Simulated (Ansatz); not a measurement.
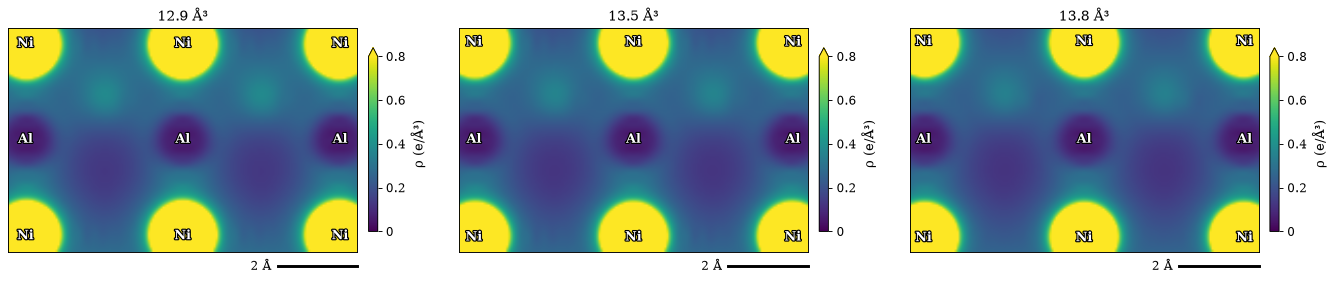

Al3Ni2. The valence electron density of cells scaled evenly to different volumes (given per atom above each panel), on the (100) plane of each (indices in the axes of the cell below), at one length scale and on one colour scale.

A structure from a database of computed crystals, not necessarily the ambient phase; the program warned that a starting moment wasn't kept; spin-polarised, but the moments vanished.

Level of theory: Kohn-Sham DFT of a periodic cell, PBEsol, Ansatz PAW in Ansatz 0.2.0.

The largest cell:

```yaml
crystal:
  lattice:
    - [4.02065, 0.00000, 0.00000]
    - [-2.01032, 3.48198, 0.00000]
    - [0.00000, 0.00000, 4.91319]
  atoms:
    - { symbol: Ni, position: [0.66667, 0.33333, 0.85343] }
    - { symbol: Ni, position: [0.33333, 0.66667, 0.14657] }
    - { symbol: Al, position: [0.66667, 0.33333, 0.35192] }
    - { symbol: Al, position: [0.33333, 0.66667, 0.64808] }
    - { symbol: Al, position: [0.00000, 0.00000, 0.00000] }
```

| volume (Å³/atom) | Al–Ni contact in the plane (Å) | ρ at its midpoint (e/Å³) | pressure (GPa) | 
| --- | --- | --- | --- |
| 12.95 | 2.400 | 0.353 | 6.4 | 
| 13.22 | 2.417 | ? | ? | 
| 13.49 | 2.433 | 0.335 | 0.0 | 
| 13.76 | 2.449 | 0.326 | −2.8 | 

Estimate the missing row, and compare with the calculation.

Over the known rows ln ρ falls by 1.62 per Å of Al–Ni distance (a least-squares line), which gives 0.344 e/Å³ at 2.417 Å; the calculation gives 0.343 e/Å³. For the pressure, a straight line in volume between the neighbouring rows gives 3.2 GPa; the calculation gives 3.0.
